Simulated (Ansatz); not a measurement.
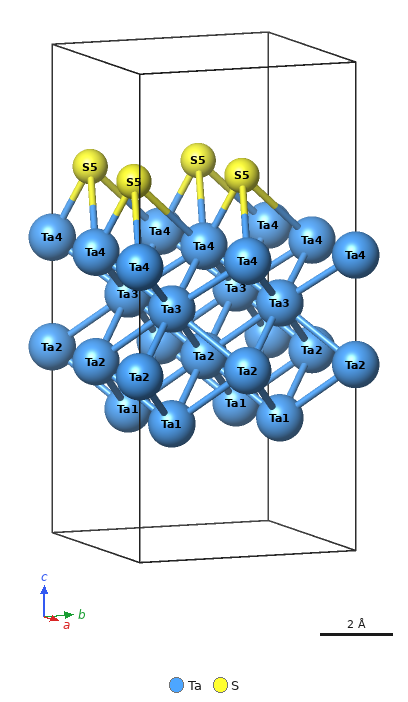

Fig. 1: The structure as given in the input (ball-and-stick view of the 2 × 2 repeat of the cell, with the vacuum cut short, seen slightly off an axis; atoms are numbered from 1 in the order of the input). An atom can appear more than once, as a periodic image.

Ta₄S: geometry relaxation (part 1 of 2)

System: Ta₄S (slab, 5 atoms in the cell).
Method: DFT LDA, scalar-relativistic, plane waves, PAW, PAW set soft_1, no spin polarisation (Ansatz 0.2.0).

The structure derives from an entry of the Crystallography Open Database. The input holds or restrains some coordinates. Forces given for the steps count only the free coordinates. Figures and captions count atoms from 1; the log counts them from 0 in places.

## What the program printed
```
Warning: [file] the record states the generating functional pbe (its physics header spells it `PBE`), which answers neither for hamiltonian.xc's functional nor for the lda family's — results may be inconsistent (PPs are generated against a specific XC)
Warning: [file] the record states the generating functional pbe (its physics header spells it `PBE`), which answers neither for hamiltonian.xc's functional nor for the lda family's — results may be inconsistent (PPs are generated against a specific XC)
Engine: ansatz 0.2.0, x86_64-unknown-linux-gnu
Pseudopotentials: kind: paw
Pseudopotential: Ta, paw, valence charge 13, recommended cutoff 420 eV (normal), [file]
Pseudopotential: S, paw, valence charge 6, recommended cutoff 420 eV (normal), [file]
Functional definition: SPW92
  exchange = slater_x
  correlation = pw_c
Crystal: 5 atoms, lattice volume = 213.879 Å³
Basis set: ecut = 420 eV, 4243 PW (Γ)
Bands: 35, of which v1, the nominal top of the filled ones, is band 29 counted from 1 (28 counted from 0)
Symmetry: 2 space group operations
Space group: Cm (ITA 8), of the structure as read, at distance tolerance 6.0e-5 Å
k-points: 21 of 64 (time reversal used)
Non-local potential: Ta, projectors of the file, l = 0: 3, l = 1: 2, l = 2: 2, l = 3: 1
Non-local potential: S, projectors of the file, l = 0: 2, l = 1: 2, l = 2: 1
PAW form: soft (Blöchl's): semilocal exchange-correlation on the pseudo side does not see the compensation charge
PAW frozen core: Ta, regenerated for the run's functional, and the local potential with it (the file was generated under x = pbe(κ = 0.804, μ = 0.2195149727645171), c = pbe(β = 0.06672455060314922))
PAW frozen core: S, regenerated for the run's functional, and the local potential with it (the file was generated under x = pbe(κ = 0.804, μ = 0.2195149727645171), c = pbe(β = 0.06672455060314922))
PAW one-centre angular grid: Ta, 590 points (default); XC on 64 Gauss nodes
PAW one-centre angular grid: S, 110 points (default); XC on 64 Gauss nodes
Initial density: superposition of atomic densities (neutral atoms: chi_scale 0, normalization atom)
Initial wavefunctions: pseudopotential atomic-orbital guess
Functional: x = slater, c = lda
SCF iter   1: F=—  HF=-39604.549819 eV  |F-HF|=—  |Δ(HF+E_count)|=         —  Δρ=4.69e-2  dr2=5.09e1  ethr=3.10e-3  p=-0.000 e·Å  D=-7.08e-8 V/Å  ΔV_dip=0.00 eV  dr2_dipole=2.33e0  V_vac-E_F(+/−)=7.59/7.59 eV  ⟨swp⟩=9.7  Hψ=3893  notcnv=0
efield: sawtooth ramp at fractional position 0.8453 (placed from the atoms, in the widest stretch of the axis that holds none; the zero of the levels goes with the place), width 0.0400; the density the first Hamiltonian is built on has a dipole p = -0.000 e·Å; the dipole correction subtracts the counter field D = -7.08e-8 V/Å, which shifts the + side's vacuum level by +0.00 eV against the − side's; the planar-averaged density in the ramp window peaks in size at 1.7e-6 e/Å³
preconditioner: auto → LDOS  [metal: Δε(μ)=0.044 eV  Ē_g=5.043 eV  σ=0.100 eV  W_gap=0.24  n_scr=42 (ndim 8)  ℏωp=12.9 eV  f_vac=0.487  D(μ)=2.60/eV (n_scr^D=8)  β→1.0]
SCF iter   2: F=—  HF=-39625.747172 eV  |F-HF|=—  |Δ(HF+E_count)|=    2.12e1  Δρ=1.24e-1  dr2=9.21e2  ethr=3.10e-3  p=-0.551 e·Å  D=-4.66e-1 V/Å  ΔV_dip=9.42 eV  dr2_dipole=4.62e2  V_vac-E_F(+/−)=5.39/-4.03 eV  ⟨swp⟩=13.0  Hψ=5440  notcnv=0  defer=31  recentre
SCF iter   3: F=—  HF=-39601.886139 eV  |F-HF|=—  |Δ(HF+E_count)|=    2.39e1  Δρ=3.06e-2  dr2=2.47e1  ethr=3.10e-3  p=-0.033 e·Å  D=-2.77e-2 V/Å  ΔV_dip=0.56 eV  dr2_dipole=3.12e0  V_vac-E_F(+/−)=7.17/6.67 eV  ⟨swp⟩=11.8  Hψ=4186  notcnv=0  defer=22
SCF iter   4: F=—  HF=-39600.463887 eV  |F-HF|=—  |Δ(HF+E_count)|=    1.42e0  Δρ=5.31e-3  dr2=9.76e-1  ethr=3.10e-3  p=0.208 e·Å  D=1.76e-1 V/Å  ΔV_dip=-3.56 eV  dr2_dipole=4.62e-1  V_vac-E_F(+/−)=6.48/10.00 eV  ⟨swp⟩=6.0  Hψ=1705  notcnv=0  defer=21
SCF iter   5: F=—  HF=-39600.263523 eV  |F-HF|=—  |Δ(HF+E_count)|=   2.00e-1  Δρ=3.44e-3  dr2=2.38e-1  ethr=1.68e-3  p=0.102 e·Å  D=8.66e-2 V/Å  ΔV_dip=-1.75 eV  dr2_dipole=2.05e-1  V_vac-E_F(+/−)=6.25/7.97 eV  ⟨swp⟩=4.5  Hψ=1223  notcnv=0  defer=14
SCF iter   6: F=—  HF=-39600.157716 eV  |F-HF|=—  |Δ(HF+E_count)|=   1.06e-1  Δρ=2.68e-3  dr2=7.76e-2  ethr=4.10e-4  p=-0.100 e·Å  D=-8.42e-2 V/Å  ΔV_dip=1.70 eV  dr2_dipole=2.29e-5  V_vac-E_F(+/−)=6.16/4.45 eV  ⟨swp⟩=4.0  Hψ=1267  notcnv=0  defer=13
SCF iter   7: F=—  HF=-39600.153167 eV  |F-HF|=—  |Δ(HF+E_count)|=   4.55e-3  Δρ=6.89e-4  dr2=1.12e-2  ethr=1.34e-4  p=-0.109 e·Å  D=-9.25e-2 V/Å  ΔV_dip=1.87 eV  dr2_dipole=4.05e-3  V_vac-E_F(+/−)=6.05/4.18 eV  ⟨swp⟩=2.3  Hψ=974  notcnv=0  defer=11
SCF iter   8: F=—  HF=-39600.152570 eV  |F-HF|=—  |Δ(HF+E_count)|=   5.98e-4  Δρ=4.19e-4  dr2=5.74e-3  ethr=1.93e-5  p=-0.105 e·Å  D=-8.91e-2 V/Å  ΔV_dip=1.80 eV  dr2_dipole=1.25e-3  V_vac-E_F(+/−)=6.04/4.24 eV  ⟨swp⟩=2.1  Hψ=933  notcnv=0  defer=10
SCF iter   9: F=—  HF=-39600.152208 eV  |F-HF|=—  |Δ(HF+E_count)|=   3.62e-4  Δρ=1.15e-4  dr2=6.75e-4  ethr=9.89e-6  p=-0.113 e·Å  D=-9.56e-2 V/Å  ΔV_dip=1.93 eV  dr2_dipole=4.10e-4  V_vac-E_F(+/−)=6.04/4.11 eV  ⟨swp⟩=1.6  Hψ=769  notcnv=0  defer=10
SCF iter  10: F=—  HF=-39600.152321 eV  |F-HF|=—  |Δ(HF+E_count)|=   1.13e-4  Δρ=5.12e-5  dr2=1.30e-5  ethr=1.16e-6  p=-0.106 e·Å  D=-8.96e-2 V/Å  ΔV_dip=1.81 eV  dr2_dipole=2.99e-6  V_vac-E_F(+/−)=6.04/4.23 eV  ⟨swp⟩=2.3  Hψ=1002  notcnv=0  defer=10
SCF iter  11: F=-39600.152344 eV  HF=-39600.152346 eV  |F-HF|=2.01e-6  |Δ(HF+E_count)|=   2.53e-5  Δρ=1.47e-5  dr2=2.08e-6  ethr=2.24e-8  p=-0.105 e·Å  D=-8.86e-2 V/Å  ΔV_dip=1.79 eV  dr2_dipole=4.62e-7  V_vac-E_F(+/−)=6.04/4.25 eV  ⟨swp⟩=16.4  Hψ=4528  notcnv=0
SCF 1 converged in 11 iterations: F = -39600.152344 eV  dr2 = 2.08e-6
  greatest PAW one-centre occupation: 0.999 electrons in one spin orbital (limit 2), on the Ta atom at site 1 (counted from 0), in its partial waves of l = 0
relax step   1: F+E_penalty+E_count = -39600.15234413 eV  Δ(F+E_penalty+E_count) = +0.000e0 eV  max|allowed force component| = 3.354e0 eV/Å  Δτ_max = 0.0000 Å  (11 SCF iters, dr2 threshold 1.56e-5 eV, accepted)
Initial density: handed on by an earlier stage of this run
Initial wavefunctions: those handed on with the density
iter 1 solved again at ethr=1.83e-3 eV; its pass at ethr=3.10e-3 eV (dr2=1.06e0 eV) is discarded
SCF iter   1: F=—  HF=-39600.648073 eV  |F-HF|=—  |Δ(HF+E_count)|=         —  Δρ=1.10e-2  dr2=1.02e0  ethr=1.83e-3  p=-0.105 e·Å  D=-8.86e-2 V/Å  ΔV_dip=1.79 eV  dr2_dipole=3.41e-2  V_vac-E_F(+/−)=5.95/4.16 eV  ⟨swp⟩=1.9  Hψ=2838  notcnv=0  defer=7
efield: sawtooth ramp at fractional position 0.8453 (handed on by an earlier solve), width 0.0400; the density the first Hamiltonian is built on has a dipole p = -0.105 e·Å; the dipole correction subtracts the counter field D = -8.86e-2 V/Å, which shifts the + side's vacuum level by +1.79 eV against the − side's; the planar-averaged density in the ramp window peaks in size at 8.7e-6 e/Å³
preconditioner: auto → LDOS  [metal: Δε(μ)=0.031 eV  Ē_g=4.512 eV  σ=0.100 eV  W_gap=0.17  n_scr=42 (ndim 8)  ℏωp=12.9 eV  f_vac=0.491  D(μ)=4.30/eV (n_scr^D=12)  β→1.0]
SCF iter   2: F=—  HF=-39600.569659 eV  |F-HF|=—  |Δ(HF+E_count)|=   7.84e-2  Δρ=5.40e-3  dr2=1.73e-1  ethr=1.77e-3  p=-0.085 e·Å  D=-7.19e-2 V/Å  ΔV_dip=1.45 eV  dr2_dipole=9.79e-3  V_vac-E_F(+/−)=5.61/4.16 eV  ⟨swp⟩=2.8  Hψ=1144  notcnv=0  defer=7
SCF iter   3: F=—  HF=-39600.545758 eV  |F-HF|=—  |Δ(HF+E_count)|=   2.39e-2  Δρ=1.83e-3  dr2=2.36e-2  ethr=2.99e-4  p=-0.101 e·Å  D=-8.57e-2 V/Å  ΔV_dip=1.73 eV  dr2_dipole=1.08e-5  V_vac-E_F(+/−)=5.90/4.16 eV  ⟨swp⟩=2.8  Hψ=1328  notcnv=0  defer=11
SCF iter   4: F=—  HF=-39600.541361 eV  |F-HF|=—  |Δ(HF+E_count)|=   4.40e-3  Δρ=4.55e-4  dr2=1.67e-3  ethr=4.07e-5  p=-0.098 e·Å  D=-8.26e-2 V/Å  ΔV_dip=1.67 eV  dr2_dipole=2.50e-4  V_vac-E_F(+/−)=5.81/4.14 eV  ⟨swp⟩=2.8  Hψ=1145  notcnv=0  defer=12
SCF iter   5: F=—  HF=-39600.541258 eV  |F-HF|=—  |Δ(HF+E_count)|=   1.03e-4  Δρ=1.49e-4  dr2=1.12e-4  ethr=2.87e-6  p=-0.099 e·Å  D=-8.36e-2 V/Å  ΔV_dip=1.69 eV  dr2_dipole=2.52e-5  V_vac-E_F(+/−)=5.83/4.14 eV  ⟨swp⟩=2.0  Hψ=1008  notcnv=0  defer=11
SCF iter   6: F=-39600.541255 eV  HF=-39600.541257 eV  |F-HF|=1.57e-6  |Δ(HF+E_count)|=   1.08e-6  Δρ=4.04e-5  dr2=4.10e-6  ethr=1.72e-7  p=-0.099 e·Å  D=-8.36e-2 V/Å  ΔV_dip=1.69 eV  dr2_dipole=1.12e-6  V_vac-E_F(+/−)=5.82/4.14 eV  ⟨swp⟩=10.7  Hψ=3684  notcnv=0
SCF 2 converged in 6 iterations: F = -39600.541255 eV  dr2 = 4.10e-6
[... from here on the iterations of each SCF are left out, up to the last one ...]
relax step   2: F+E_penalty+E_count = -39600.54125511 eV  Δ(F+E_penalty+E_count) = -3.889e-1 eV  max|allowed force component| = 3.985e-1 eV/Å  Δτ_max = 0.1947 Å  (6 SCF iters, dr2 threshold 1.00e-4 eV, accepted)
efield: sawtooth ramp at fractional position 0.8453 (handed on by an earlier solve), width 0.0400; the density the first Hamiltonian is built on has a dipole p = -0.099 e·Å; the dipole correction subtracts the counter field D = -8.36e-2 V/Å, which shifts the + side's vacuum level by +1.69 eV against the − side's; the planar-averaged density in the ramp window peaks in size at 8.0e-6 e/Å³
preconditioner: auto → LDOS  [metal: Δε(μ)=0.014 eV  Ē_g=4.500 eV  σ=0.100 eV  W_gap=0.08  n_scr=42 (ndim 8)  ℏωp=12.9 eV  f_vac=0.487  D(μ)=5.31/eV (n_scr^D=32)  β→1.0]
SCF 3 converged in 7 iterations: F = -39600.598643 eV  dr2 = 3.43e-7
relax step   3: F+E_penalty+E_count = -39600.59864298 eV  Δ(F+E_penalty+E_count) = -5.739e-2 eV  max|allowed force component| = 2.150e-1 eV/Å  Δτ_max = 0.1621 Å  (7 SCF iters, dr2 threshold 9.92e-6 eV, accepted)
efield: sawtooth ramp at fractional position 0.8453 (handed on by an earlier solve), width 0.0400; the density the first Hamiltonian is built on has a dipole p = -0.098 e·Å; the dipole correction subtracts the counter field D = -8.27e-2 V/Å, which shifts the + side's vacuum level by +1.67 eV against the − side's; the planar-averaged density in the ramp window peaks in size at 8.4e-6 e/Å³
preconditioner: auto → LDOS  [metal: Δε(μ)=0.017 eV  Ē_g=4.540 eV  σ=0.100 eV  W_gap=0.09  n_scr=42 (ndim 8)  ℏωp=12.9 eV  f_vac=0.489  D(μ)=2.94/eV (n_scr^D=10)  β→1.0]
SCF 4 converged in 7 iterations: F = -39600.659002 eV  dr2 = 1.78e-7
relax step   4: F+E_penalty+E_count = -39600.65900168 eV  Δ(F+E_penalty+E_count) = -6.036e-2 eV  max|allowed force component| = 2.099e-1 eV/Å  Δτ_max = 0.1748 Å  (7 SCF iters, dr2 threshold 2.89e-6 eV, accepted)
efield: sawtooth ramp at fractional position 0.8453 (handed on by an earlier solve), width 0.0400; the density the first Hamiltonian is built on has a dipole p = -0.091 e·Å; the dipole correction subtracts the counter field D = -7.72e-2 V/Å, which shifts the + side's vacuum level by +1.56 eV against the − side's; the planar-averaged density in the ramp window peaks in size at 8.5e-6 e/Å³
preconditioner: auto → LDOS  [metal: Δε(μ)=0.018 eV  Ē_g=4.601 eV  σ=0.100 eV  W_gap=0.10  n_scr=42 (ndim 8)  ℏωp=12.9 eV  f_vac=0.495  D(μ)=4.66/eV (n_scr^D=24)  β→1.0]
SCF 5 converged in 6 iterations: F = -39600.695586 eV  dr2 = 5.34e-6
relax step   5: F+E_penalty+E_count = -39600.69558609 eV  Δ(F+E_penalty+E_count) = -3.658e-2 eV  max|allowed force component| = 2.530e-1 eV/Å  Δτ_max = 0.1950 Å  (6 SCF iters, dr2 threshold 1.28e-5 eV, accepted)
efield: sawtooth ramp at fractional position 0.8453 (handed on by an earlier solve), width 0.0400; the density the first Hamiltonian is built on has a dipole p = -0.079 e·Å; the dipole correction subtracts the counter field D = -6.68e-2 V/Å, which shifts the + side's vacuum level by +1.35 eV against the − side's; the planar-averaged density in the ramp window peaks in size at 8.2e-6 e/Å³
preconditioner: auto → LDOS  [metal: Δε(μ)=0.007 eV  Ē_g=4.692 eV  σ=0.100 eV  W_gap=0.04  n_scr=42 (ndim 8)  ℏωp=12.9 eV  f_vac=0.500  D(μ)=4.97/eV (n_scr^D=32)  β→1.0]
SCF 6 converged in 6 iterations: F = -39600.709841 eV  dr2 = 4.26e-6
relax step   6: F+E_penalty+E_count = -39600.70984052 eV  Δ(F+E_penalty+E_count) = -1.425e-2 eV  max|allowed force component| = 2.578e-1 eV/Å  Δτ_max = 0.1138 Å  (6 SCF iters, dr2 threshold 6.10e-5 eV, accepted)
efield: sawtooth ramp at fractional position 0.8453 (handed on by an earlier solve), width 0.0400; the density the first Hamiltonian is built on has a dipole p = -0.068 e·Å; the dipole correction subtracts the counter field D = -5.72e-2 V/Å, which shifts the + side's vacuum level by +1.16 eV against the − side's; the planar-averaged density in the ramp window peaks in size at 8.6e-6 e/Å³
preconditioner: auto → LDOS  [metal: Δε(μ)=0.025 eV  Ē_g=4.778 eV  σ=0.100 eV  W_gap=0.14  n_scr=42 (ndim 8)  ℏωp=12.9 eV  f_vac=0.504  D(μ)=5.17/eV (n_scr^D=32)  β→1.0]
SCF 7 converged in 5 iterations: F = -39600.744314 eV  dr2 = 4.02e-5
relax step   7: F+E_penalty+E_count = -39600.74431385 eV  Δ(F+E_penalty+E_count) = -3.447e-2 eV  max|allowed force component| = 3.994e-1 eV/Å  Δτ_max = 0.1029 Å  (5 SCF iters, dr2 threshold 6.65e-5 eV, accepted)
efield: sawtooth ramp at fractional position 0.8453 (handed on by an earlier solve), width 0.0400; the density the first Hamiltonian is built on has a dipole p = -0.050 e·Å; the dipole correction subtracts the counter field D = -4.20e-2 V/Å, which shifts the + side's vacuum level by +0.85 eV against the − side's; the planar-averaged density in the ramp window peaks in size at 1.0e-5 e/Å³
preconditioner: auto → LDOS  [metal: Δε(μ)=0.113 eV  Ē_g=4.923 eV  σ=0.100 eV  W_gap=0.49  n_scr=42 (ndim 8)  ℏωp=12.9 eV  f_vac=0.509  D(μ)=6.53/eV (n_scr^D=50)  β→1.0]
SCF 8 converged in 6 iterations: F = -39600.860369 eV  dr2 = 2.11e-5
relax step   8: F+E_penalty+E_count = -39600.86036934 eV  Δ(F+E_penalty+E_count) = -1.161e-1 eV  max|allowed force component| = 1.023e0 eV/Å  Δτ_max = 0.1945 Å  (6 SCF iters, dr2 threshold 1.00e-4 eV, accepted)
efield: sawtooth ramp at fractional position 0.8453 (handed on by an earlier solve), width 0.0400; the density the first Hamiltonian is built on has a dipole p = -0.028 e·Å; the dipole correction subtracts the counter field D = -2.36e-2 V/Å, which shifts the + side's vacuum level by +0.48 eV against the − side's; the planar-averaged density in the ramp window peaks in size at 8.6e-6 e/Å³
preconditioner: auto → LDOS  [metal: Δε(μ)=0.037 eV  Ē_g=5.030 eV  σ=0.100 eV  W_gap=0.20  n_scr=42 (ndim 8)  ℏωp=12.9 eV  f_vac=0.510  D(μ)=5.45/eV (n_scr^D=40)  β→1.0]
SCF 9 converged in 6 iterations: F = -39600.959828 eV  dr2 = 6.81e-6
relax step   9: F+E_penalty+E_count = -39600.95982780 eV  Δ(F+E_penalty+E_count) = -9.946e-2 eV  max|allowed force component| = 7.322e-1 eV/Å  Δτ_max = 0.1386 Å  (6 SCF iters, dr2 threshold 1.00e-4 eV, accepted)
efield: sawtooth ramp at fractional position 0.8453 (handed on by an earlier solve), width 0.0400; the density the first Hamiltonian is built on has a dipole p = -0.021 e·Å; the dipole correction subtracts the counter field D = -1.81e-2 V/Å, which shifts the + side's vacuum level by +0.37 eV against the − side's; the planar-averaged density in the ramp window peaks in size at 9.3e-6 e/Å³
preconditioner: auto → LDOS  [metal: Δε(μ)=0.063 eV  Ē_g=5.026 eV  σ=0.100 eV  W_gap=0.34  n_scr=42 (ndim 8)  ℏωp=12.9 eV  f_vac=0.505  D(μ)=4.97/eV (n_scr^D=32)  β→1.0]
SCF 10 converged in 6 iterations: F = -39601.030294 eV  dr2 = 7.91e-6
relax step  10: F+E_penalty+E_count = -39601.03029405 eV  Δ(F+E_penalty+E_count) = -7.047e-2 eV  max|allowed force component| = 3.281e-1 eV/Å  Δτ_max = 0.1930 Å  (6 SCF iters, dr2 threshold 1.00e-4 eV, accepted)
efield: sawtooth ramp at fractional position 0.8453 (handed on by an earlier solve), width 0.0400; the density the first Hamiltonian is built on has a dipole p = -0.024 e·Å; the dipole correction subtracts the counter field D = -2.01e-2 V/Å, which shifts the + side's vacuum level by +0.41 eV against the − side's; the planar-averaged density in the ramp window peaks in size at 9.8e-6 e/Å³
preconditioner: auto → LDOS  [metal: Δε(μ)=0.070 eV  Ē_g=4.956 eV  σ=0.100 eV  W_gap=0.38  n_scr=42 (ndim 8)  ℏωp=12.9 eV  f_vac=0.502  D(μ)=5.77/eV (n_scr^D=42)  β→1.0]
SCF 11 converged in 5 iterations: F = -39601.042693 eV  dr2 = 3.51e-6
relax step  11: F+E_penalty+E_count = -39601.04269293 eV  Δ(F+E_penalty+E_count) = -1.240e-2 eV  max|allowed force component| = 3.768e-2 eV/Å  Δτ_max = 0.0922 Å  (5 SCF iters, dr2 threshold 2.16e-5 eV, accepted)
SCF iter   1: F=—  HF=-39601.042738 eV  |F-HF|=—  |Δ(HF+E_count)|=         —  Δρ=1.75e-4  dr2=1.43e-4  ethr=3.21e-6  p=-0.031 e·Å  D=-2.64e-2 V/Å  ΔV_dip=0.53 eV  dr2_dipole=6.71e-5  V_vac-E_F(+/−)=4.71/4.18 eV  ⟨swp⟩=2.3  Hψ=1365  notcnv=0
efield: sawtooth ramp at fractional position 0.8453 (handed on by an earlier solve), width 0.0400; the density the first Hamiltonian is built on has a dipole p = -0.031 e·Å; the dipole correction subtracts the counter field D = -2.64e-2 V/Å, which shifts the + side's vacuum level by +0.53 eV against the − side's; the planar-averaged density in the ramp window peaks in size at 9.6e-6 e/Å³
preconditioner: auto → LDOS  [metal: Δε(μ)=0.065 eV  Ē_g=4.940 eV  σ=0.100 eV  W_gap=0.35  n_scr=42 (ndim 8)  ℏωp=12.9 eV  f_vac=0.502  D(μ)=5.57/eV (n_scr^D=40)  β→1.0]
SCF iter   2: F=—  HF=-39601.042711 eV  |F-HF|=—  |Δ(HF+E_count)|=   2.76e-5  Δρ=6.17e-5  dr2=1.89e-5  ethr=2.47e-7  p=-0.031 e·Å  D=-2.61e-2 V/Å  ΔV_dip=0.53 eV  dr2_dipole=3.24e-6  V_vac-E_F(+/−)=4.71/4.18 eV  ⟨swp⟩=2.5  Hψ=1190  notcnv=0
SCF iter   3: F=—  HF=-39601.042837 eV  |F-HF|=—  |Δ(HF+E_count)|=   1.27e-4  Δρ=3.78e-5  dr2=6.62e-6  ethr=3.26e-8  p=-0.031 e·Å  D=-2.61e-2 V/Å  ΔV_dip=0.53 eV  dr2_dipole=1.11e-7  V_vac-E_F(+/−)=4.71/4.18 eV  ⟨swp⟩=2.9  Hψ=1050  notcnv=0
SCF iter   4: F=—  HF=-39601.042836 eV  |F-HF|=—  |Δ(HF+E_count)|=   1.13e-6  Δρ=7.29e-6  dr2=2.65e-7  ethr=1.14e-8  p=-0.031 e·Å  D=-2.60e-2 V/Å  ΔV_dip=0.53 eV  dr2_dipole=1.10e-8  V_vac-E_F(+/−)=4.71/4.18 eV  ⟨swp⟩=2.7  Hψ=1026  notcnv=0
SCF iter   5: F=-39601.042836 eV  HF=-39601.042836 eV  |F-HF|=3.91e-8  |Δ(HF+E_count)|=   9.05e-9  Δρ=3.24e-6  dr2=5.47e-8  ethr=1.72e-10  p=-0.031 e·Å  D=-2.60e-2 V/Å  ΔV_dip=0.53 eV  dr2_dipole=6.27e-11  V_vac-E_F(+/−)=4.71/4.18 eV  ⟨swp⟩=10.1  Hψ=3680  notcnv=0
SCF 12 converged in 5 iterations: F = -39601.042836 eV  dr2 = 5.47e-8
relax step  12: F+E_penalty+E_count = -39601.04283629 eV  Δ(F+E_penalty+E_count) = -1.434e-4 eV  max|allowed force component| = 3.063e-3 eV/Å  Δτ_max = 0.0066 Å  (5 SCF iters, accepted)
```
